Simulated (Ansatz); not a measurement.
## Run report: Ga₅N, geometry relaxation (part 1 of 2)

Ga₅N (6 atoms in the cell), computed with DFT PBE, scalar-relativistic, plane waves, PAW, no spin polarisation (Ansatz 0.2.0).

The structure was made by a generator, so it may or may not be a known phase.

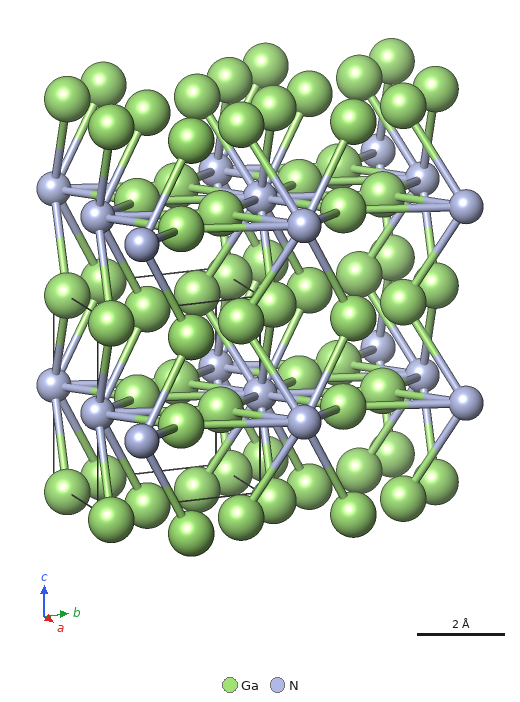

Figure 1. The structure as given in the input (ball-and-stick view of the cell of the calculation, repeated 2 × 2 × 2, seen slightly off an axis). An atom can appear more than once, as a periodic image.

The input:
```yaml
crystal:
  lattice:
    - [5.0115021498, 0.0, 0.0]
    - [-2.5057510749, 4.3400881729, 0.0]
    - [0.0, 0.0, 4.5743306687]
  atoms:
    - { symbol: Ga, position: [0.6952903693, 0.6952903693, 0.0] }
    - { symbol: Ga, position: [0.3333333333, 0.6666666667, 0.5] }
    - { symbol: Ga, position: [0.0, 0.3047096307, 0.0] }
    - { symbol: Ga, position: [0.3047096307, 0.0, 0.0] }
    - { symbol: Ga, position: [0.6666666667, 0.3333333333, 0.5] }
    - { symbol: "N", position: [0.0, 0.0, 0.5] }
basis:
  ecutwfc: 420
kpoints:
  mp_grid: { grid: [12, 12, 8] }
hamiltonian:
  xc: pbe
scf:
  occupations: { method: gaussian, width: 0.1 }
output:
  forces: true
  stress: true
  eigenvalues: true
  write_density: true
  write_potential: true
  elf: true
  volumetric_format: npy
relax:
  adjacent_minimum: "off"
  f_tol: 0.01
  max_steps: 80
  cell: { stress_tol: 0.05 }
```

Hardware: 1 thread of Intel Xeon @ 2.50GHz (Skylake/Cascade Lake), 189 GiB of memory available, shared host.

Command:
```bash
ansatz run input.yaml --threads 1 --pin off --max-ram 2560MiB --backend cpu --events-out ev --progress --plain --runs-dir out
```

Log:
```
Engine: ansatz 0.2.0, x86_64-unknown-linux-gnu
Pseudopotentials: kind: paw
Pseudopotential: Ga, paw, valence charge 13, recommended cutoff 420 eV (normal), Ga.paw.azcp
Pseudopotential: N, paw, valence charge 5, recommended cutoff 420 eV (normal), N.paw.azcp
Functional definition: PBE
  parameter kappa = 0.804
  parameter beta = 0.06672455060314922
  exchange = pbe_x(kappa = kappa, mu = beta*pi^2/3)
  correlation = pbe_c(beta = beta)
Crystal: 6 atoms, lattice volume = 99.493 Å³
Basis set: ecut = 420 eV, 1941 PW (Γ), exchange–correlation on 72×72×64 points (8 copies of the dense FFT grid, shifted against one another)
Bands: 42, of which v1, the nominal top of the filled ones, is band 35 counted from 1 (34 counted from 0)
Symmetry: 12 space group operations
Space group: P-62m (ITA 189), of the structure as read, at distance tolerance 4.6e-5 Å
k-points: 95 of 1152 (time reversal used)
Non-local potential: Ga, projectors of the file, l = 0: 2, l = 1: 2, l = 2: 3, l = 3: 1
Non-local potential: N, projectors of the file, l = 0: 2, l = 1: 2, l = 2: 1
PAW form: soft (Blöchl's): semilocal exchange-correlation on the pseudo side does not see the compensation charge
PAW one-centre angular grid: Ga, 590 points (default); XC on 64 Gauss nodes
PAW one-centre angular grid: N, 110 points (default); XC on 64 Gauss nodes
Initial density: superposition of atomic densities (neutral atoms: chi_scale 0, normalization atom), corrected by the library's trained network
Initial wavefunctions: pseudopotential atomic-orbital guess
Functional: x = pbe(κ = 0.804, μ = 0.2195149727645171), c = pbe(β = 0.06672455060314922)
SCF iter   1: F=—  HF=-19295.469710 eV  |F-HF|=—  |Δ(HF+E_count)|=         —  Δρ=4.71e-3  dr2=1.77e-2  ethr=1.77e-3  ⟨swp⟩=6.1  Hψ=14628  notcnv=0
preconditioner: auto → Kerker (q_TF=auto, 2.573 Å⁻¹)  [metal: Δε(μ)=0.017 eV  Ē_g=14.763 eV  σ=0.100 eV  W_gap=0.10  n_scr=26 (ndim 8)  ℏωp=31.1 eV  f_vac=0.000  D(μ)=2.95/eV (n_scr^D=20)]
SCF iter   2: F=—  HF=-19295.465588 eV  |F-HF|=—  |Δ(HF+E_count)|=   4.12e-3  Δρ=2.62e-3  dr2=6.41e-3  ethr=2.53e-5  ⟨swp⟩=2.1  Hψ=7186  notcnv=0
SCF iter   3: F=—  HF=-19295.465707 eV  |F-HF|=—  |Δ(HF+E_count)|=   1.19e-4  Δρ=1.15e-3  dr2=9.55e-4  ethr=9.15e-6  ⟨swp⟩=2.0  Hψ=7151  notcnv=0
SCF iter   4: F=—  HF=-19295.464709 eV  |F-HF|=—  |Δ(HF+E_count)|=   9.98e-4  Δρ=4.29e-4  dr2=2.04e-4  ethr=1.36e-6  ⟨swp⟩=2.0  Hψ=6400  notcnv=0
SCF iter   5: F=—  HF=-19295.464664 eV  |F-HF|=—  |Δ(HF+E_count)|=   4.51e-5  Δρ=1.42e-4  dr2=2.07e-5  ethr=2.91e-7  ⟨swp⟩=2.0  Hψ=7167  notcnv=0
SCF iter   6: F=—  HF=-19295.464641 eV  |F-HF|=—  |Δ(HF+E_count)|=   2.28e-5  Δρ=3.81e-5  dr2=1.26e-6  ethr=2.96e-8  ⟨swp⟩=2.0  Hψ=7162  notcnv=0
SCF iter   7: F=—  HF=-19295.464641 eV  |F-HF|=—  |Δ(HF+E_count)|=   3.79e-7  Δρ=1.64e-5  dr2=1.43e-7  ethr=1.80e-9  ⟨swp⟩=2.0  Hψ=6522  notcnv=0
SCF iter   8: F=-19295.464641 eV  HF=-19295.464641 eV  |F-HF|=9.31e-8  |Δ(HF+E_count)|=   8.58e-8  Δρ=9.05e-6  dr2=4.69e-8  ethr=1.43e-10  ⟨swp⟩=11.5  Hψ=28702  notcnv=0
SCF 1 converged in 8 iterations: F = -19295.464641 eV  dr2 = 4.69e-8
  greatest PAW one-centre occupation: 0.995 electrons in one spin orbital (limit 2), on the Ga atom at site 3 (counted from 0), in its partial waves of l = 2
relax step   1: F+E_penalty+E_count = -19295.46464075 eV  Δ(F+E_penalty+E_count) = +0.000e0 eV  max|allowed force component| = 1.979e-1 eV/Å  Δτ_max = 0.0000 Å  P = -0.265 GPa  Ω = 99.493 Å³  (8 SCF iters, dr2 threshold 1.00e-7 eV, accepted)
Crystal: 6 atoms, lattice volume = 98.650 Å³
Basis set: ecut = 420 eV, 1953 PW (Γ), exchange–correlation on 72×72×64 points (8 copies of the dense FFT grid, shifted against one another)
Initial density: handed on by an earlier stage of this run
Initial wavefunctions: those handed on with the density
iter 1 solved again at ethr=1.86e-5 eV; its pass at ethr=3.10e-3 eV (dr2=1.30e-2 eV) is discarded
SCF iter   1: F=—  HF=-19295.572594 eV  |F-HF|=—  |Δ(HF+E_count)|=         —  Δρ=2.63e-3  dr2=1.35e-2  ethr=1.86e-5  ⟨swp⟩=2.0  Hψ=23133  notcnv=0
preconditioner: auto → Kerker (q_TF=auto, 2.577 Å⁻¹)  [metal: Δε(μ)=0.036 eV  Ē_g=14.791 eV  σ=0.100 eV  W_gap=0.20  n_scr=26 (ndim 8)  ℏωp=31.3 eV  f_vac=0.000  D(μ)=2.06/eV (n_scr^D=8)]
SCF iter   2: F=—  HF=-19295.570611 eV  |F-HF|=—  |Δ(HF+E_count)|=   1.98e-3  Δρ=1.75e-3  dr2=6.56e-3  ethr=1.86e-5  ⟨swp⟩=1.0  Hψ=3990  notcnv=0
SCF iter   3: F=—  HF=-19295.569138 eV  |F-HF|=—  |Δ(HF+E_count)|=   1.47e-3  Δρ=4.03e-4  dr2=1.20e-4  ethr=9.37e-6  ⟨swp⟩=3.0  Hψ=7474  notcnv=0
SCF iter   4: F=—  HF=-19295.569111 eV  |F-HF|=—  |Δ(HF+E_count)|=   2.71e-5  Δρ=1.45e-4  dr2=1.84e-5  ethr=1.72e-7  ⟨swp⟩=2.0  Hψ=7318  notcnv=0
SCF iter   5: F=—  HF=-19295.569100 eV  |F-HF|=—  |Δ(HF+E_count)|=   1.08e-5  Δρ=5.57e-5  dr2=6.43e-6  ethr=2.62e-8  ⟨swp⟩=2.1  Hψ=7244  notcnv=0
SCF iter   6: F=-19295.569098 eV  HF=-19295.569098 eV  |F-HF|=5.21e-8  |Δ(HF+E_count)|=   2.49e-6  Δρ=2.01e-5  dr2=2.79e-7  ethr=8.57e-10  ⟨swp⟩=9.6  Hψ=36735  notcnv=0
the search or the solves at the SCF's close seem to have found levels that the self-consistency loop had missed (the run counts 1). By its estimate they hold under 1e-12 electrons; where the run keeps them, the occupations were computed again with them
SCF 2 converged in 6 iterations: F = -19295.569098 eV  dr2 = 2.79e-7
  greatest PAW one-centre occupation: 0.995 electrons in one spin orbital (limit 2), on the Ga atom at site 0 (counted from 0), in its partial waves of l = 2
relax step   2: F+E_penalty+E_count = -19295.56909758 eV  Δ(F+E_penalty+E_count) = -1.045e-1 eV  max|allowed force component| = 6.064e-2 eV/Å  Δτ_max = 0.0014 Å  P = +0.207 GPa  Ω = 98.650 Å³  energy of the carried Pulay correction = +7.341e-4 eV  (6 SCF iters, dr2 threshold 6.00e-7 eV, accepted)
[... from here on the SCF iterations and repeated set-up lines of each step are left out, up to the last step ...]
SCF 3 converged in 7 iterations: F = -19295.694055 eV  dr2 = 1.63e-7
relax step   3: F+E_penalty+E_count = -19295.69405497 eV  Δ(F+E_penalty+E_count) = -1.250e-1 eV  max|allowed force component| = 1.372e-1 eV/Å  Δτ_max = 0.0581 Å  P = +0.606 GPa  Ω = 99.114 Å³  energy of the carried Pulay correction = +3.297e-4 eV  (7 SCF iters, dr2 threshold 6.00e-7 eV, accepted)
SCF 4 converged in 8 iterations: F = -19295.925509 eV  dr2 = 9.42e-8
relax step   4: F+E_penalty+E_count = -19295.92550948 eV  Δ(F+E_penalty+E_count) = -2.315e-1 eV  max|allowed force component| = 1.647e-1 eV/Å  Δτ_max = 0.0198 Å  P = +0.038 GPa  Ω = 100.418 Å³  energy of the carried Pulay correction = -7.976e-4 eV  (8 SCF iters, dr2 threshold 6.00e-7 eV, accepted)
SCF 5 converged in 7 iterations: F = -19296.186359 eV  dr2 = 3.23e-7
relax step   5: F+E_penalty+E_count = -19296.18635903 eV  Δ(F+E_penalty+E_count) = -2.608e-1 eV  max|allowed force component| = 3.917e-2 eV/Å  Δτ_max = 0.0367 Å  P = +1.293 GPa  Ω = 99.301 Å³  energy of the carried Pulay correction = +1.666e-4 eV  (7 SCF iters, dr2 threshold 6.00e-7 eV, accepted)
SCF 6 converged in 8 iterations: F = -19296.426727 eV  dr2 = 1.11e-7
relax step   6: F+E_penalty+E_count = -19296.42672710 eV  Δ(F+E_penalty+E_count) = -2.404e-1 eV  max|allowed force component| = 1.965e-2 eV/Å  Δτ_max = 0.0377 Å  P = +0.491 GPa  Ω = 100.593 Å³  energy of the carried Pulay correction = -9.485e-4 eV  (8 SCF iters, dr2 threshold 6.00e-7 eV, accepted)
SCF 7 converged in 7 iterations: F = -19296.841384 eV  dr2 = 4.74e-7
relax step   7: F+E_penalty+E_count = -19296.84138385 eV  Δ(F+E_penalty+E_count) = -4.147e-1 eV  max|allowed force component| = 1.660e-2 eV/Å  Δτ_max = 0.0203 Å  P = +0.235 GPa  Ω = 98.991 Å³  energy of the carried Pulay correction = +4.365e-4 eV  (7 SCF iters, dr2 threshold 6.00e-7 eV, accepted)
SCF 8 converged in 8 iterations: F = -19297.064155 eV  dr2 = 2.31e-7
relax step   8: F+E_penalty+E_count = -19297.06415512 eV  Δ(F+E_penalty+E_count) = -2.228e-1 eV  max|allowed force component| = 5.927e-2 eV/Å  Δτ_max = 0.0139 Å  P = +1.374 GPa  Ω = 95.741 Å³  energy of the carried Pulay correction = +3.316e-3 eV  (8 SCF iters, dr2 threshold 6.00e-7 eV, accepted)
SCF 9 converged in 7 iterations: F = -19297.054643 eV  dr2 = 1.56e-7
relax step   9: F+E_penalty+E_count = -19297.05464325 eV  Δ(F+E_penalty+E_count) = +9.512e-3 eV  max|allowed force component| = 9.350e-2 eV/Å  Δτ_max = 0.0132 Å  P = -2.276 GPa  Ω = 98.330 Å³  energy of the carried Pulay correction = +1.015e-3 eV  (7 SCF iters, dr2 threshold 6.00e-7 eV, rejected (line search))
SCF 10 converged in 11 iterations: F = -19297.073794 eV  dr2 = 2.31e-11
relax step  10: F+E_penalty+E_count = -19297.07379448 eV  Δ(F+E_penalty+E_count) = -9.639e-3 eV  max|allowed force component| = 1.075e-1 eV/Å  Δτ_max = 0.0061 Å  P = +0.158 GPa  Ω = 95.994 Å³  energy of the carried Pulay correction = +3.088e-3 eV  (11 SCF iters, accepted)
SCF 11 converged in 6 iterations: F = -19297.075713 eV  dr2 = 8.46e-8
relax step  11: F+E_penalty+E_count = -19297.07571296 eV  Δ(F+E_penalty+E_count) = -1.918e-3 eV  max|allowed force component| = 5.769e-3 eV/Å  Δτ_max = 0.0070 Å  P = +0.044 GPa  Ω = 96.362 Å³  energy of the carried Pulay correction = +2.758e-3 eV  (6 SCF iters, dr2 threshold 6.00e-7 eV, accepted)
SCF 12 converged in 6 iterations: F = -19297.075693 eV  dr2 = 8.28e-9
relax step  12: F+E_penalty+E_count = -19297.07569301 eV  Δ(F+E_penalty+E_count) = +1.995e-5 eV  max|allowed force component| = 1.254e-3 eV/Å  Δτ_max = 0.0006 Å  P = +0.016 GPa  Ω = 96.418 Å³  energy of the carried Pulay correction = +2.708e-3 eV  (6 SCF iters, dr2 threshold 2.34e-8 eV, accepted)
SCF 13 converged in 11 iterations: F = -19297.396993 eV  dr2 = 3.64e-12
relax step  13: F+E_penalty+E_count = -19297.39699315 eV  Δ(F+E_penalty+E_count) = -3.213e-1 eV  max|allowed force component| = 2.260e-2 eV/Å  Δτ_max = 0.0000 Å  P = +4.285 GPa  Ω = 96.418 Å³  stress off target by 6.41e0 GPa  SCF on the basis re-selected at this cell (its energy is not comparable with the rows above)  (11 SCF iters)
SCF 14 converged in 8 iterations: F = -19297.675003 eV  dr2 = 2.67e-7
relax step  14: F+E_penalty+E_count = -19297.67500320 eV  Δ(F+E_penalty+E_count) = -2.780e-1 eV  max|allowed force component| = 1.553e-1 eV/Å  Δτ_max = 0.0253 Å  P = -0.249 GPa  Ω = 101.583 Å³  energy of the carried Pulay correction = -4.529e-3 eV  (8 SCF iters, dr2 threshold 6.00e-7 eV, accepted)
SCF 15 converged in 8 iterations: F = -19297.732396 eV  dr2 = 1.11e-7
relax step  15: F+E_penalty+E_count = -19297.73239644 eV  Δ(F+E_penalty+E_count) = -5.739e-2 eV  max|allowed force component| = 1.456e-1 eV/Å  Δτ_max = 0.0260 Å  P = +2.931 GPa  Ω = 99.906 Å³  energy of the carried Pulay correction = -3.098e-3 eV  (8 SCF iters, dr2 threshold 6.00e-7 eV, accepted)
SCF 16 converged in 9 iterations: F = -19297.591131 eV  dr2 = 2.29e-7
relax step  16: F+E_penalty+E_count = -19297.59113103 eV  Δ(F+E_penalty+E_count) = +1.413e-1 eV  max|allowed force component| = 1.602e-1 eV/Å  Δτ_max = 0.0154 Å  P = -5.693 GPa  Ω = 115.217 Å³  energy of the carried Pulay correction = -1.542e-2 eV  (9 SCF iters, dr2 threshold 6.00e-7 eV, rejected (line search))
SCF 17 converged in 13 iterations: F = -19297.839705 eV  dr2 = 1.31e-11
relax step  17: F+E_penalty+E_count = -19297.83970453 eV  Δ(F+E_penalty+E_count) = -1.073e-1 eV  max|allowed force component| = 1.256e-2 eV/Å  Δτ_max = 0.0039 Å  P = -0.421 GPa  Ω = 103.308 Å³  energy of the carried Pulay correction = -5.994e-3 eV  (13 SCF iters, accepted)
SCF 18 converged in 7 iterations: F = -19297.818362 eV  dr2 = 2.40e-7
relax step  18: F+E_penalty+E_count = -19297.81836190 eV  Δ(F+E_penalty+E_count) = +2.134e-2 eV  max|allowed force component| = 1.726e-2 eV/Å  Δτ_max = 0.0132 Å  P = +1.844 GPa  Ω = 99.311 Å³  energy of the carried Pulay correction = -2.575e-3 eV  (7 SCF iters, dr2 threshold 6.00e-7 eV, rejected (line search))
SCF 19 converged in 11 iterations: F = -19297.841595 eV  dr2 = 2.57e-11
relax step  19: F+E_penalty+E_count = -19297.84159494 eV  Δ(F+E_penalty+E_count) = -1.890e-3 eV  max|allowed force component| = 5.027e-3 eV/Å  Δτ_max = 0.0025 Å  P = -0.042 GPa  Ω = 102.579 Å³  energy of the carried Pulay correction = -5.380e-3 eV  (11 SCF iters, accepted)
SCF 20 converged in 10 iterations: F = -19297.854828 eV  dr2 = 7.36e-12
relax step  20: F+E_penalty+E_count = -19297.85482841 eV  Δ(F+E_penalty+E_count) = -1.323e-2 eV  max|allowed force component| = 2.808e-3 eV/Å  Δτ_max = 0.0000 Å  P = +0.119 GPa  Ω = 102.579 Å³  stress off target by 2.04e-1 GPa  SCF on the basis re-selected at this cell (its energy is not comparable with the rows above)  (10 SCF iters)
SCF 21 converged in 5 iterations: F = -19297.854801 eV  dr2 = 6.68e-8
relax step  21: F+E_penalty+E_count = -19297.85480128 eV  Δ(F+E_penalty+E_count) = +2.713e-5 eV  max|allowed force component| = 9.021e-4 eV/Å  Δτ_max = 0.0005 Å  P = +0.007 GPa  Ω = 102.817 Å³  energy of the carried Pulay correction = -2.064e-4 eV  (5 SCF iters, dr2 threshold 1.04e-7 eV, accepted)
iter 1 solved again at ethr=1.50e-8 eV; its pass at ethr=3.10e-3 eV (dr2=1.05e-5 eV) is discarded
SCF iter   1: F=—  HF=-19297.854975 eV  |F-HF|=—  |Δ(HF+E_count)|=         —  Δρ=6.60e-5  dr2=1.89e-7  ethr=1.50e-8  ⟨swp⟩=3.1  Hψ=25125  notcnv=0
preconditioner: auto → Kerker (q_TF=auto, 2.559 Å⁻¹)  [metal: Δε(μ)=0.014 eV  Ē_g=15.402 eV  σ=0.100 eV  W_gap=0.08  n_scr=32 (ndim 8)  ℏωp=30.6 eV  f_vac=0.000  D(μ)=2.72/eV (n_scr^D=12)]
SCF iter   2: F=—  HF=-19297.855008 eV  |F-HF|=—  |Δ(HF+E_count)|=   3.35e-5  Δρ=3.35e-5  dr2=5.05e-8  ethr=2.70e-10  ⟨swp⟩=2.0  Hψ=4568  notcnv=0
SCF iter   3: F=—  HF=-19297.855019 eV  |F-HF|=—  |Δ(HF+E_count)|=   1.08e-5  Δρ=4.06e-6  dr2=1.70e-8  ethr=7.22e-11  ⟨swp⟩=2.1  Hψ=4669  notcnv=0
SCF iter   4: F=—  HF=-19297.855019 eV  |F-HF|=—  |Δ(HF+E_count)|=   5.71e-8  Δρ=1.98e-6  dr2=3.07e-9  ethr=2.43e-11  ⟨swp⟩=2.5  Hψ=5877  notcnv=0
SCF iter   5: F=—  HF=-19297.855019 eV  |F-HF|=—  |Δ(HF+E_count)|=   3.09e-8  Δρ=4.87e-7  dr2=2.30e-10  ethr=4.39e-12  ⟨swp⟩=2.0  Hψ=7271  notcnv=0
SCF iter   6: F=-19297.855019 eV  HF=-19297.855019 eV  |F-HF|=3.35e-10  |Δ(HF+E_count)|=  5.28e-10  Δρ=2.69e-7  dr2=2.61e-11  ethr=1.00e-12  ⟨swp⟩=6.1  Hψ=20493  notcnv=0
SCF 22 converged in 6 iterations: F = -19297.855019 eV  dr2 = 2.61e-11
relax step  22: F+E_penalty+E_count = -19297.85501920 eV  Δ(F+E_penalty+E_count) = -2.179e-4 eV  max|allowed force component| = 8.880e-4 eV/Å  Δτ_max = 0.0000 Å  P = +0.006 GPa  Ω = 102.817 Å³  stress off target by 6.67e-3 GPa  SCF on the basis re-selected at this cell (its energy is not comparable with the rows above)  (6 SCF iters)
```

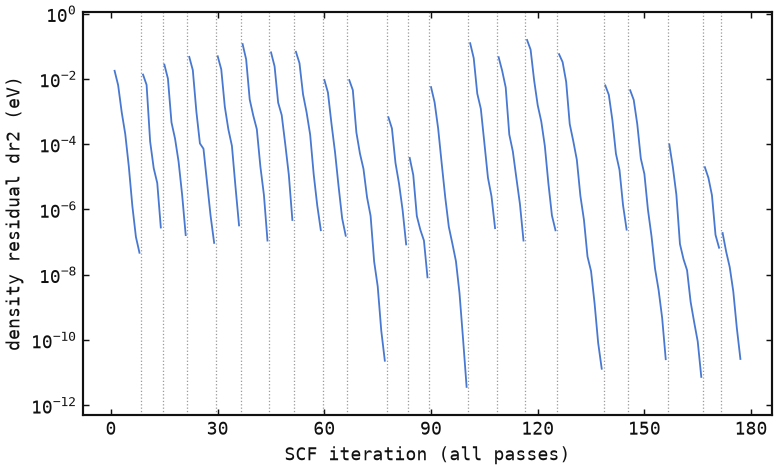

Figure 2. Convergence of the self-consistent field: density residual dr2 against the SCF iteration. The dotted lines part the SCF passes of the relaxation: geometry steps, rejected trials and re-solves on a re-selected basis. The 22 passes take 5 to 13 iterations each, 177 in all.

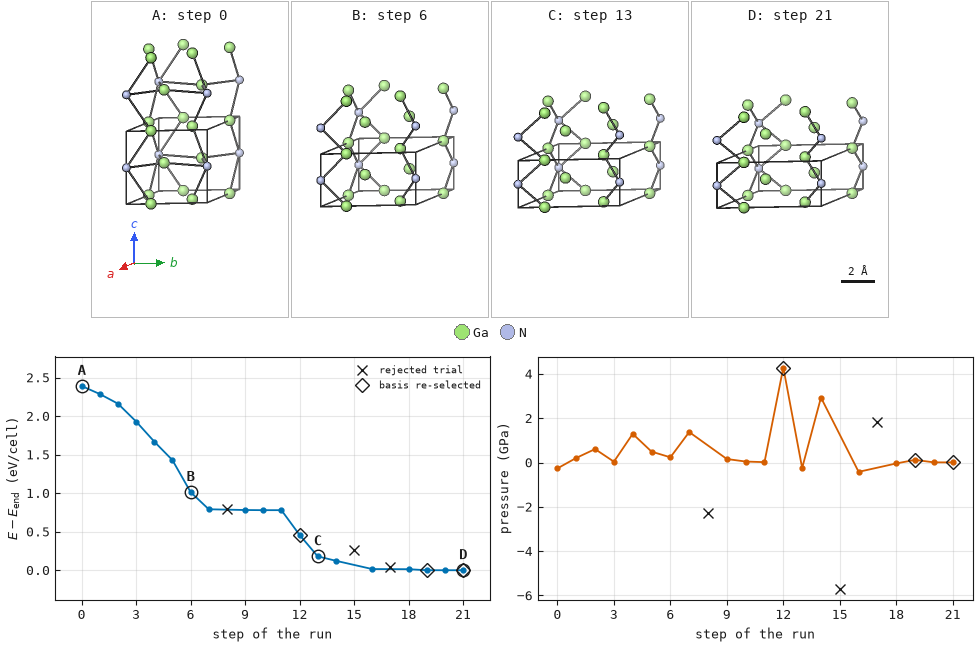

Figure 3. Frames of the relaxation (ball-and-stick view of the cell of the calculation, repeated 1 × 1 × 2, seen slightly off an axis) above the curves, on which the letters mark them (the first geometry is step 0 here and step 1 in the log).

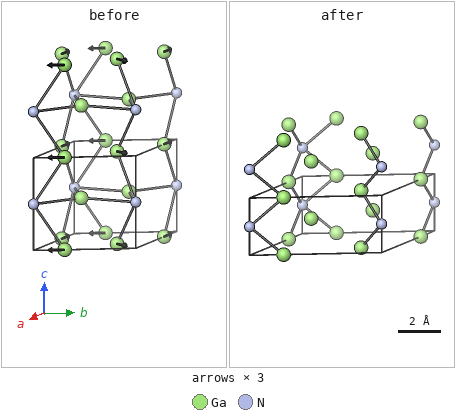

Figure 4. Before (left) and after (right) the relaxation, at one scale (ball-and-stick view of the cell of the calculation, repeated 1 × 1 × 2, seen slightly off an axis). The black arrows give the displacements (without the part carried along by the change of the cell), magnified 3 times. The largest moves relative to the cell, 0.30 Å, are those of Ga1, Ga3 and Ga4. N stays in place. Cell: a = b 5.012 → 6.474 Å (+29.2 %), c 4.574 → 2.833 Å (−38.1 %). Volume +3.3 %. Distances before and after: Ga2–N6 2.893 → 3.738 Å, Ga1–N6 2.750 → 2.193 Å. Among the angles that change: N6–Ga1–N6 112.5° → 80.5°, Ga1–N6–Ga1 112.5° → 80.5°, Ga1–N6–Ga3 57.5° → 82.8°. The space group stays P-62m (No. 189). Over 18 geometry steps the energy falls by 2.390 eV per cell of the calculation. The largest force component goes from 0.2 to 0.00089 eV/Å. The pressure goes from −0.27 to 0.01 GPa. The line search rejected the trial steps at points 8, 15, 17 (counted from 0) and went back. The basis was re-selected twice at an unchanged geometry, which shifts the energy a little without any move. The energy change given includes the shifts at the re-selections in mid-walk, which come without any move. A last SCF at the same geometry on a re-selected plane-wave basis shifts the energy by −0.2 meV per cell of the calculation. (Atoms are counted from 1 in the order of the input.)

```
basis re-selected at this cell: Δ(F+E_penalty+E_count) = -2.179e-4 eV, ΔP = -0.001 GPa vs the last step (what re-selecting the basis moved, of the pressure what is left beyond the Pulay correction that the steps carried, after the strain that the cell walked since its last selection, with what the two solves' SCF thresholds leave and, on support functions, any second-order correction that the steps lacked; it is no measure of the basis error at this ecutwfc). This SCF's stress stands 6.67e-3 GPa from its target on what of the cell is left free (relax.cell.stress_tol is 5.00e-2 GPa) and its largest allowed force component is 8.88e-4 eV/Å (relax.f_tol is 1.00e-2 eV/Å): within both
SCF converged after 6 iterations
Free energy (F): -19297.855019 eV
Harris-Foulkes:  -19297.855019 eV  (|F-HF|=3.35e-10)
Internal energy: -19297.841403 eV  (E = F + TS)
E sigma→0 (E₀):  -19297.848211 eV
Entropy (-TS):   -0.013616 eV (-2.269 meV/atom)
Fermi energy:    9.368542 eV
```
